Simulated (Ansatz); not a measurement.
Geometry relaxation, with input and output: HfO$_{2}$ (part 1 of 2)

The run: geometry relaxation of HfO$_{2}$ (P2₁/c, 12 atoms in the cell). Method and program: DFT, PBEsol, plane waves, PAW, no spin polarisation (Ansatz 0.2.0).

The structure derives from a Materials Project entry.

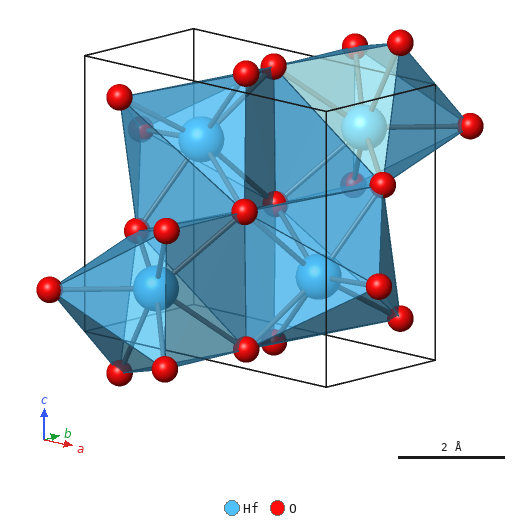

**Figure 1.** The input geometry (polyhedral view of the cell of the calculation, seen slightly off an axis; polyhedra are completed across the faces of the cell). An atom can appear more than once, as a periodic image.

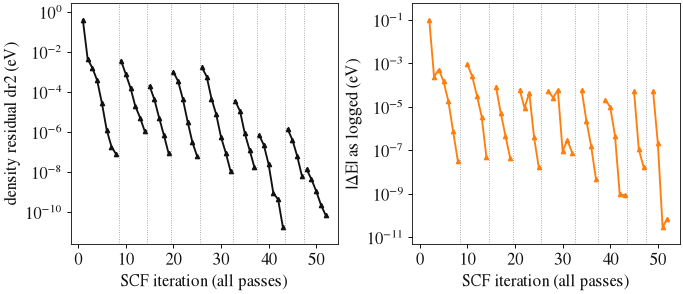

**Figure 2.** Convergence of the self-consistent field: density residual dr2 and size of the energy change against the SCF iteration. The dotted lines part the SCF passes of the relaxation: geometry steps, rejected trials and re-solves on a re-selected basis. The 9 passes take 4 to 8 iterations each, 52 in all.

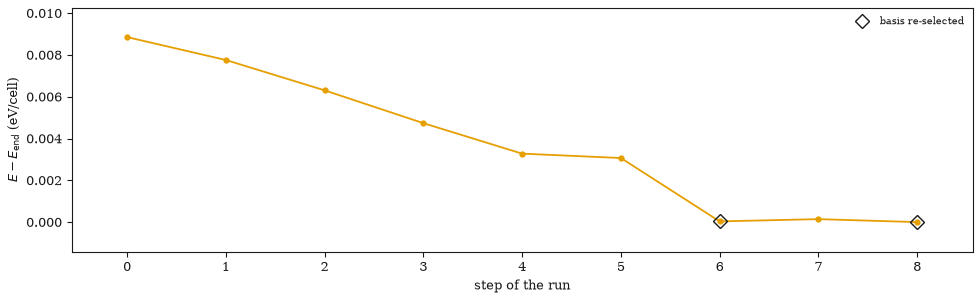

**Figure 3.** Progress of the relaxation, step by step (the first geometry is step 0 here and step 1 in the log).

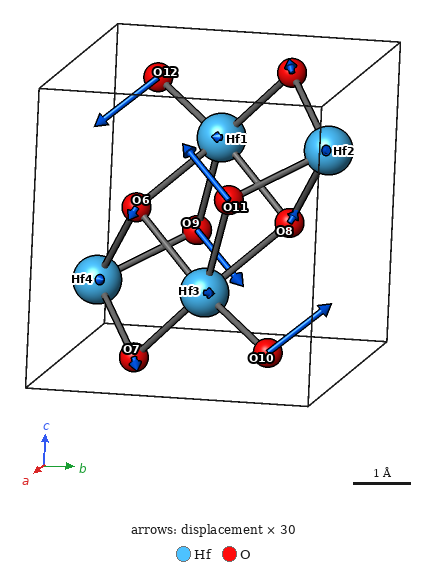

**Figure 4.** The starting structure with the displacements (without the part carried along by the change of the cell) as blue arrows, magnified 30 times (ball-and-stick view of the cell of the calculation, seen slightly off an axis). The energy falls by 8.7 meV per cell of the calculation in 6 geometry steps. Largest force component: 0.15 eV/Å at the start, 0.00028 eV/Å at the end. The pressure goes from 1.68 to 0.00 GPa. 1 further SCF at an unchanged geometry re-selected the plane-wave basis for the new cell. The largest moves relative to the cell, 0.048 Å, are those of O9, O10, O11 and O12. By element the largest moves are O 0.048 Å, Hf 0.007 Å. Cell: a 5.094 → 5.096 Å (0.0 %), b 5.151 → 5.177 Å (+0.5 %), c 5.276 → 5.271 Å (−0.1 %). Volume +0.4 %. Among the contacts that change: Hf1–O7 2.238 → 2.228 Å, Hf1–O12 2.030 → 2.039 Å, Hf1–O9 2.126 → 2.134 Å, Hf1–O6 2.153 → 2.160 Å. The space group stays P2_1/c (No. 14). The energy change given includes the shifts at the re-selections in mid-walk, which come without any move. A last SCF at the same geometry on a re-selected plane-wave basis shifts the energy by −0.1 meV per cell of the calculation. (Atoms are counted from 1 in the order of the input.)

The input that produced these results follows, with the program's output.

**The input**
```yaml
crystal:
  lattice:
    - [5.0941750112, 0.0, 0.0]
    - [0.0, 5.1506447, 0.0]
    - [-0.8761689838, 0.0, 5.2029534954]
  atoms:
    - { symbol: Hf, position: [0.27613578, 0.45806468, 0.70790733] }
    - { symbol: Hf, position: [0.72386422, 0.95806468, 0.79209267] }
    - { symbol: Hf, position: [0.72386422, 0.54193532, 0.29209267] }
    - { symbol: Hf, position: [0.27613578, 0.04193532, 0.20790733] }
    - { symbol: O, position: [0.44799782, 0.74252595, 0.97857799] }
    - { symbol: O, position: [0.55200218, 0.24252595, 0.52142201] }
    - { symbol: O, position: [0.55200218, 0.25747405, 0.02142201] }
    - { symbol: O, position: [0.44799782, 0.75747405, 0.47857799] }
    - { symbol: O, position: [0.06836078, 0.33075888, 0.34625278] }
    - { symbol: O, position: [0.93163922, 0.83075888, 0.15374722] }
    - { symbol: O, position: [0.93163922, 0.66924112, 0.65374722] }
    - { symbol: O, position: [0.06836078, 0.16924112, 0.84625278] }
kpoints:
  mp_grid: { grid: [4, 4, 4] }
hamiltonian:
  xc: pbesol
scf:
  occupations: { method: fermi_dirac, width: 0.03 }
relax:
  f_tol: 0.01
  cell: {}
  max_steps: 120
```

Run as:
```bash
ansatz run input.yaml --threads 4 --pin off --max-ram 4608MiB --backend cpu --events-out ev --progress --plain --runs-dir out
```

**The program's output**
```
Engine: ansatz 0.2.0, aarch64-unknown-linux-gnu
Pseudopotentials: kind: paw
Pseudopotential: Hf, paw, valence charge 26, recommended cutoff 420 eV (normal), Hf.paw.azcp
Pseudopotential: O, paw, valence charge 6, recommended cutoff 420 eV (normal), O.paw.azcp
Functional definition: PBEsol
  exchange = pbesol_x
  correlation = pbesol_c
Crystal: 12 atoms, lattice volume = 136.517 Å³
Basis set: ecut = 420 eV, 2677 PW (Γ), exchange–correlation on 72×72×72 points (8 copies of the dense FFT grid, shifted against one another)
Bands: 92, of which v1, the nominal top of the filled ones, is band 76 counted from 1 (75 counted from 0)
Symmetry: 4 space group operations
Space group: P21/c (ITA 14), of the structure as read, at distance tolerance 5.1e-5 Å
k-points: 30 of 64
Non-local potential: Hf, projectors of the file, l = 0: 3, l = 1: 2, l = 2: 2, l = 3: 3
Non-local potential: O, projectors of the file, l = 0: 2, l = 1: 2, l = 2: 1
PAW form: soft (Blöchl's): semilocal exchange-correlation on the pseudo side does not see the compensation charge
PAW frozen core: Hf, regenerated for the run's functional, and the local potential with it (the file was generated under x = pbe(κ = 0.804, μ = 0.2195149727645171), c = pbe(β = 0.06672455060314922))
PAW frozen core: O, regenerated for the run's functional, and the local potential with it (the file was generated under x = pbe(κ = 0.804, μ = 0.2195149727645171), c = pbe(β = 0.06672455060314922))
PAW one-centre angular grid: Hf, 590 points (default); XC on 64 Gauss nodes
PAW one-centre angular grid: O, 110 points (default); XC on 64 Gauss nodes
Initial density: superposition of atomic densities (neutral atoms: chi_scale 0, normalization atom), corrected by the library's trained network
Initial wavefunctions: pseudopotential atomic-orbital guess
Functional: x = pbesol(κ = 0.804, μ = 0.12345679012345678), c = pbesol(β = 0.046)
SCF iter   1: F=—  HF=-66901.241241 eV  |F-HF|=—  |Δ(HF+E_count)|=         —  Δρ=1.87e-2  dr2=3.89e-1  ethr=1.77e-3  ⟨swp⟩=5.8  Hψ=8621  notcnv=0  defer=123
preconditioner: auto → Resta (q_TF=auto, 2.778 Å⁻¹)  ε∞=5.4  [insulator: Δε(μ)=3.812 eV  Ē_g=18.125 eV  σ=0.030 eV  W_gap=1.00  n_scr=48 (ndim 8)  ℏωp=38.1 eV  f_vac=0.075  D(μ)=0.00/eV (n_scr^D=0)  ε∞_Penn≈5.4]
SCF iter   2: F=—  HF=-66901.142674 eV  |F-HF|=—  |Δ(HF+E_count)|=   9.86e-2  Δρ=2.97e-3  dr2=4.40e-3  ethr=2.56e-4  ⟨swp⟩=2.0  Hψ=4969  notcnv=0  defer=312
SCF iter   3: F=—  HF=-66901.142921 eV  |F-HF|=—  |Δ(HF+E_count)|=   2.47e-4  Δρ=1.52e-3  dr2=1.56e-3  ethr=2.89e-6  ⟨swp⟩=2.0  Hψ=4095  notcnv=0  defer=312
SCF iter   4: F=—  HF=-66901.143436 eV  |F-HF|=—  |Δ(HF+E_count)|=   5.15e-4  Δρ=6.35e-4  dr2=3.71e-4  ethr=1.02e-6  ⟨swp⟩=2.0  Hψ=4169  notcnv=0  defer=312
SCF iter   5: F=—  HF=-66901.143289 eV  |F-HF|=—  |Δ(HF+E_count)|=   1.47e-4  Δρ=1.47e-4  dr2=2.70e-5  ethr=2.44e-7  ⟨swp⟩=2.1  Hψ=4416  notcnv=0  defer=312
SCF iter   6: F=—  HF=-66901.143270 eV  |F-HF|=—  |Δ(HF+E_count)|=   1.86e-5  Δρ=2.80e-5  dr2=1.25e-6  ethr=1.77e-8  ⟨swp⟩=2.0  Hψ=4728  notcnv=0  defer=312
SCF iter   7: F=—  HF=-66901.143271 eV  |F-HF|=—  |Δ(HF+E_count)|=   7.58e-7  Δρ=1.20e-5  dr2=1.86e-7  ethr=8.25e-10  ⟨swp⟩=2.0  Hψ=4728  notcnv=0  defer=312
SCF iter   8: F=-66901.143271 eV  HF=-66901.143271 eV  |F-HF|=3.88e-8  |Δ(HF+E_count)|=   3.22e-8  Δρ=7.96e-6  dr2=7.48e-8  ethr=6.58e-11  ⟨swp⟩=4.1  Hψ=9381  notcnv=0
SCF 1 converged in 8 iterations: F = -66901.143271 eV  dr2 = 7.48e-8
  greatest PAW one-centre occupation: 0.999 electrons in one spin orbital (limit 2), on the Hf atom at site 2 (counted from 0), in its partial waves of l = 3
relax step   1: F+E_penalty+E_count = -66901.14327123 eV  Δ(F+E_penalty+E_count) = +0.000e0 eV  max|allowed force component| = 1.510e-1 eV/Å  Δτ_max = 0.0000 Å  P = +1.676 GPa  Ω = 136.517 Å³  (8 SCF iters, dr2 threshold 1.00e-7 eV, accepted)
Crystal: 12 atoms, lattice volume = 137.457 Å³
Basis set: ecut = 420 eV, 2685 PW (Γ), exchange–correlation on 72×72×72 points (8 copies of the dense FFT grid, shifted against one another)
Initial density: handed on by an earlier stage of this run
Initial wavefunctions: those handed on with the density
iter 1 solved again at ethr=2.73e-6 eV; its pass at ethr=3.10e-3 eV (dr2=4.15e-3 eV) is discarded
SCF iter   1: F=—  HF=-66901.145555 eV  |F-HF|=—  |Δ(HF+E_count)|=         —  Δρ=2.06e-3  dr2=3.68e-3  ethr=2.73e-6  ⟨swp⟩=2.0  Hψ=11269  notcnv=0
preconditioner: auto → Resta (q_TF=auto, 2.774 Å⁻¹)  ε∞=5.4  [insulator: Δε(μ)=3.954 eV  Ē_g=18.132 eV  σ=0.030 eV  W_gap=1.00  n_scr=48 (ndim 8)  ℏωp=38.0 eV  f_vac=0.075  D(μ)=0.00/eV (n_scr^D=0)  ε∞_Penn≈5.4]
SCF iter   2: F=—  HF=-66901.144658 eV  |F-HF|=—  |Δ(HF+E_count)|=   8.97e-4  Δρ=9.30e-4  dr2=7.84e-4  ethr=2.42e-6  ⟨swp⟩=2.0  Hψ=3942  notcnv=0
SCF iter   3: F=—  HF=-66901.144397 eV  |F-HF|=—  |Δ(HF+E_count)|=   2.60e-4  Δρ=3.53e-4  dr2=1.58e-4  ethr=5.16e-7  ⟨swp⟩=2.3  Hψ=3888  notcnv=0
SCF iter   4: F=—  HF=-66901.144364 eV  |F-HF|=—  |Δ(HF+E_count)|=   3.30e-5  Δρ=9.36e-5  dr2=1.97e-5  ethr=1.04e-7  ⟨swp⟩=2.0  Hψ=4454  notcnv=0
SCF iter   5: F=—  HF=-66901.144368 eV  |F-HF|=—  |Δ(HF+E_count)|=   3.59e-6  Δρ=6.97e-5  dr2=5.19e-6  ethr=1.29e-8  ⟨swp⟩=2.0  Hψ=5040  notcnv=0
SCF iter   6: F=-66901.144367 eV  HF=-66901.144368 eV  |F-HF|=3.98e-7  |Δ(HF+E_count)|=   4.78e-8  Δρ=2.70e-5  dr2=1.07e-6  ethr=7.89e-10  ⟨swp⟩=2.6  Hψ=9885  notcnv=0
SCF 2 converged in 6 iterations: F = -66901.144367 eV  dr2 = 1.07e-6
  greatest PAW one-centre occupation: 0.999 electrons in one spin orbital (limit 2), on the Hf atom at site 3 (counted from 0), in its partial waves of l = 3
relax step   2: F+E_penalty+E_count = -66901.14436740 eV  Δ(F+E_penalty+E_count) = -1.096e-3 eV  max|allowed force component| = 4.139e-2 eV/Å  Δτ_max = 0.0070 Å  P = -0.333 GPa  Ω = 137.457 Å³  energy of the carried Pulay correction = -4.948e-3 eV  (6 SCF iters, dr2 threshold 1.20e-6 eV, accepted)
Crystal: 12 atoms, lattice volume = 137.358 Å³
iter 1 solved again at ethr=1.37e-7 eV; its pass at ethr=3.10e-3 eV (dr2=2.08e-4 eV) is discarded
SCF iter   1: F=—  HF=-66901.145909 eV  |F-HF|=—  |Δ(HF+E_count)|=         —  Δρ=5.70e-4  dr2=2.00e-4  ethr=1.37e-7  ⟨swp⟩=2.9  Hψ=10323  notcnv=0
preconditioner: auto → Resta (q_TF=auto, 2.775 Å⁻¹)  ε∞=5.4  [insulator: Δε(μ)=3.968 eV  Ē_g=18.144 eV  σ=0.030 eV  W_gap=1.00  n_scr=48 (ndim 8)  ℏωp=38.0 eV  f_vac=0.074  D(μ)=0.00/eV (n_scr^D=0)  ε∞_Penn≈5.4]
SCF iter   2: F=—  HF=-66901.145825 eV  |F-HF|=—  |Δ(HF+E_count)|=   8.45e-5  Δρ=2.83e-4  dr2=4.26e-5  ethr=1.32e-7  ⟨swp⟩=2.4  Hψ=4885  notcnv=0
SCF iter   3: F=—  HF=-66901.145820 eV  |F-HF|=—  |Δ(HF+E_count)|=   5.28e-6  Δρ=7.54e-5  dr2=5.23e-6  ethr=2.80e-8  ⟨swp⟩=2.4  Hψ=4985  notcnv=0
SCF iter   4: F=—  HF=-66901.145819 eV  |F-HF|=—  |Δ(HF+E_count)|=   4.65e-7  Δρ=2.36e-5  dr2=7.10e-7  ethr=3.44e-9  ⟨swp⟩=2.0  Hψ=4442  notcnv=0
SCF iter   5: F=-66901.145819 eV  HF=-66901.145819 eV  |F-HF|=2.81e-8  |Δ(HF+E_count)|=   4.28e-8  Δρ=8.53e-6  dr2=8.53e-8  ethr=3.65e-10  ⟨swp⟩=4.0  Hψ=9657  notcnv=0
SCF 3 converged in 5 iterations: F = -66901.145819 eV  dr2 = 8.53e-8
relax step   3: F+E_penalty+E_count = -66901.14581909 eV  Δ(F+E_penalty+E_count) = -1.452e-3 eV  max|allowed force component| = 1.789e-2 eV/Å  Δτ_max = 0.0036 Å  P = -0.120 GPa  Ω = 137.358 Å³  energy of the carried Pulay correction = -4.431e-3 eV  (5 SCF iters, dr2 threshold 5.55e-7 eV, accepted)
Crystal: 12 atoms, lattice volume = 137.267 Å³
iter 1 solved again at ethr=6.44e-7 eV; its pass at ethr=3.10e-3 eV (dr2=9.78e-4 eV) is discarded
SCF iter   1: F=—  HF=-66901.147487 eV  |F-HF|=—  |Δ(HF+E_count)|=         —  Δρ=1.34e-3  dr2=1.00e-3  ethr=6.44e-7  ⟨swp⟩=2.6  Hψ=9755  notcnv=0
preconditioner: auto → Resta (q_TF=auto, 2.775 Å⁻¹)  ε∞=5.4  [insulator: Δε(μ)=3.956 eV  Ē_g=18.145 eV  σ=0.030 eV  W_gap=1.00  n_scr=48 (ndim 8)  ℏωp=38.0 eV  f_vac=0.073  D(μ)=0.00/eV (n_scr^D=0)  ε∞_Penn≈5.4]
SCF iter   2: F=—  HF=-66901.147426 eV  |F-HF|=—  |Δ(HF+E_count)|=   6.12e-5  Δρ=7.33e-4  dr2=3.37e-4  ethr=6.44e-7  ⟨swp⟩=1.0  Hψ=2760  notcnv=0
SCF iter   3: F=—  HF=-66901.147434 eV  |F-HF|=—  |Δ(HF+E_count)|=   8.81e-6  Δρ=1.95e-4  dr2=4.34e-5  ethr=2.22e-7  ⟨swp⟩=2.0  Hψ=4421  notcnv=0
SCF iter   4: F=—  HF=-66901.147390 eV  |F-HF|=—  |Δ(HF+E_count)|=   4.48e-5  Δρ=5.18e-5  dr2=3.24e-6  ethr=2.86e-8  ⟨swp⟩=2.0  Hψ=4442  notcnv=0
SCF iter   5: F=—  HF=-66901.147390 eV  |F-HF|=—  |Δ(HF+E_count)|=   4.02e-7  Δρ=1.70e-5  dr2=3.03e-7  ethr=2.13e-9  ⟨swp⟩=2.0  Hψ=4427  notcnv=0
SCF iter   6: F=-66901.147390 eV  HF=-66901.147390 eV  |F-HF|=9.26e-9  |Δ(HF+E_count)|=   1.62e-8  Δρ=8.01e-6  dr2=6.02e-8  ethr=8.49e-11  ⟨swp⟩=4.9  Hψ=10600  notcnv=0
SCF 4 converged in 6 iterations: F = -66901.147390 eV  dr2 = 6.02e-8
relax step   4: F+E_penalty+E_count = -66901.14739000 eV  Δ(F+E_penalty+E_count) = -1.571e-3 eV  max|allowed force component| = 1.754e-2 eV/Å  Δτ_max = 0.0164 Å  P = -0.125 GPa  Ω = 137.267 Å³  energy of the carried Pulay correction = -3.952e-3 eV  (6 SCF iters, dr2 threshold 1.29e-7 eV, accepted)
Crystal: 12 atoms, lattice volume = 137.091 Å³
iter 1 solved again at ethr=1.07e-6 eV; its pass at ethr=3.10e-3 eV (dr2=1.62e-3 eV) is discarded
SCF iter   1: F=—  HF=-66901.148932 eV  |F-HF|=—  |Δ(HF+E_count)|=         —  Δρ=1.76e-3  dr2=1.66e-3  ethr=1.07e-6  ⟨swp⟩=2.4  Hψ=11145  notcnv=0
preconditioner: auto → Resta (q_TF=auto, 2.776 Å⁻¹)  ε∞=5.4  [insulator: Δε(μ)=3.966 eV  Ē_g=18.148 eV  σ=0.030 eV  W_gap=1.00  n_scr=48 (ndim 8)  ℏωp=38.1 eV  f_vac=0.072  D(μ)=0.00/eV (n_scr^D=0)  ε∞_Penn≈5.4]
SCF iter   2: F=—  HF=-66901.148880 eV  |F-HF|=—  |Δ(HF+E_count)|=   5.24e-5  Δρ=9.67e-4  dr2=5.84e-4  ethr=1.07e-6  ⟨swp⟩=1.0  Hψ=2760  notcnv=0
SCF iter   3: F=—  HF=-66901.148906 eV  |F-HF|=—  |Δ(HF+E_count)|=   2.68e-5  Δρ=1.90e-4  dr2=4.65e-5  ethr=3.85e-7  ⟨swp⟩=2.0  Hψ=4206  notcnv=0
SCF iter   4: F=—  HF=-66901.148847 eV  |F-HF|=—  |Δ(HF+E_count)|=   5.91e-5  Δρ=7.90e-5  dr2=7.52e-6  ethr=3.06e-8  ⟨swp⟩=2.0  Hψ=4494  notcnv=0
SCF iter   5: F=—  HF=-66901.148847 eV  |F-HF|=—  |Δ(HF+E_count)|=   9.32e-8  Δρ=2.01e-5  dr2=5.59e-7  ethr=4.95e-9  ⟨swp⟩=2.0  Hψ=4423  notcnv=0
SCF iter   6: F=—  HF=-66901.148848 eV  |F-HF|=—  |Δ(HF+E_count)|=   2.89e-7  Δρ=8.07e-6  dr2=9.18e-8  ethr=7.12e-11  ⟨swp⟩=5.0  Hψ=10646  notcnv=0
SCF iter   7: F=-66901.148848 eV  HF=-66901.148848 eV  |F-HF|=5.36e-9  |Δ(HF+E_count)|=   7.83e-8  Δρ=2.68e-6  dr2=1.13e-8  ethr=6.04e-11  ⟨swp⟩=4.8  Hψ=10039  notcnv=0
SCF 5 converged in 7 iterations: F = -66901.148848 eV  dr2 = 1.13e-8
relax step   5: F+E_penalty+E_count = -66901.14884770 eV  Δ(F+E_penalty+E_count) = -1.458e-3 eV  max|allowed force component| = 8.577e-3 eV/Å  Δτ_max = 0.0245 Å  P = -0.059 GPa  Ω = 137.091 Å³  energy of the carried Pulay correction = -3.028e-3 eV  (7 SCF iters, dr2 threshold 1.08e-7 eV, accepted)
Crystal: 12 atoms, lattice volume = 137.068 Å³
iter 1 solved again at ethr=2.18e-8 eV; its pass at ethr=3.10e-3 eV (dr2=3.31e-5 eV) is discarded
SCF iter   1: F=—  HF=-66901.149119 eV  |F-HF|=—  |Δ(HF+E_count)|=         —  Δρ=2.16e-4  dr2=3.53e-5  ethr=2.18e-8  ⟨swp⟩=3.0  Hψ=10374  notcnv=0
preconditioner: auto → Resta (q_TF=auto, 2.776 Å⁻¹)  ε∞=5.4  [insulator: Δε(μ)=3.967 eV  Ē_g=18.150 eV  σ=0.030 eV  W_gap=1.00  n_scr=48 (ndim 8)  ℏωp=38.1 eV  f_vac=0.072  D(μ)=0.00/eV (n_scr^D=0)  ε∞_Penn≈5.4]
SCF iter   2: F=—  HF=-66901.149060 eV  |F-HF|=—  |Δ(HF+E_count)|=   5.88e-5  Δρ=1.16e-4  dr2=1.09e-5  ethr=2.18e-8  ⟨swp⟩=1.0  Hψ=2760  notcnv=0
SCF iter   3: F=—  HF=-66901.149058 eV  |F-HF|=—  |Δ(HF+E_count)|=   2.29e-6  Δρ=2.72e-5  dr2=8.52e-7  ethr=7.14e-9  ⟨swp⟩=2.0  Hψ=3456  notcnv=0
SCF iter   4: F=—  HF=-66901.149058 eV  |F-HF|=—  |Δ(HF+E_count)|=   1.52e-7  Δρ=9.48e-6  dr2=1.28e-7  ethr=5.60e-10  ⟨swp⟩=2.0  Hψ=4560  notcnv=0
SCF iter   5: F=-66901.149058 eV  HF=-66901.149058 eV  |F-HF|=4.15e-9  |Δ(HF+E_count)|=   4.87e-9  Δρ=3.67e-6  dr2=1.78e-8  ethr=5.27e-11  ⟨swp⟩=4.0  Hψ=9702  notcnv=0
SCF 6 converged in 5 iterations: F = -66901.149058 eV  dr2 = 1.78e-8
relax step   6: F+E_penalty+E_count = -66901.14905759 eV  Δ(F+E_penalty+E_count) = -2.099e-4 eV  max|allowed force component| = 1.665e-3 eV/Å  Δτ_max = 0.0015 Å  P = +0.004 GPa  Ω = 137.068 Å³  energy of the carried Pulay correction = -2.904e-3 eV  (5 SCF iters, dr2 threshold 8.02e-8 eV, accepted)
Initial wavefunctions: pseudopotential atomic-orbital guess (no wavefunctions were taken with the density)
iter 1 solved again at ethr=6.25e-8 eV; its pass at ethr=3.10e-3 eV (dr2=9.50e-5 eV) is discarded
```
